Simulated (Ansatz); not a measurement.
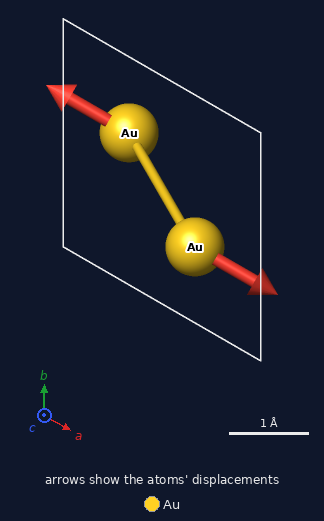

The lowest optical mode of crystalline Au, space group P6₃/mmc (No. 194), at the zone centre. Displacements are drawn as red arrows; their common scale and sign are arbitrary. A ball-and-stick model of the conventional cell, seen along the c axis. Lengths and directions refer to the drawn axes.

Level of theory: Ansatz, DFT PBE, scalar-relativistic, plane waves, PAW.

The input:
```yaml
crystal:
  lattice:
    - [1.4582280083, -2.5259136535, 0.0]
    - [1.4582280083, 2.5259136535, 0.0]
    - [0.0, 0.0, 4.8893443213]
  atoms:
    - { symbol: Au, position: [0.6666363783, 0.3333636217, 0.25] }
    - { symbol: Au, position: [0.3333636217, 0.6666363783, 0.75] }
basis:
  ecutwfc: 420
kpoints:
  mp_grid: { grid: [16, 16, 10] }
hamiltonian:
  xc: pbe
scf:
  occupations: { method: fermi_dirac, width: 0.15 }
output:
  eigenvalues: true
phonons:
  method: dfpt
  eigenvectors: true
```

Launched with:
```bash
ansatz run input.yaml --threads 1 --pin off --max-ram 3072MiB --backend cpu --events-out ev --progress --plain --runs-dir out
```

The frequencies depend somewhat on the k-mesh and the smearing.

> Is this crystal at a minimum with respect to the drawn distortion?

Yes: this softest mode has a real frequency, and so have all others here. That speaks for this wave vector alone: the rest of the zone wasn't checked in this run. This is the E₂g mode (doubly degenerate; one member of the set is drawn) at 35 cm⁻¹, the lowest optical level, Raman-active by symmetry. All motion is along a; atoms of one kind move against one another, with no net shift of their sublattice.
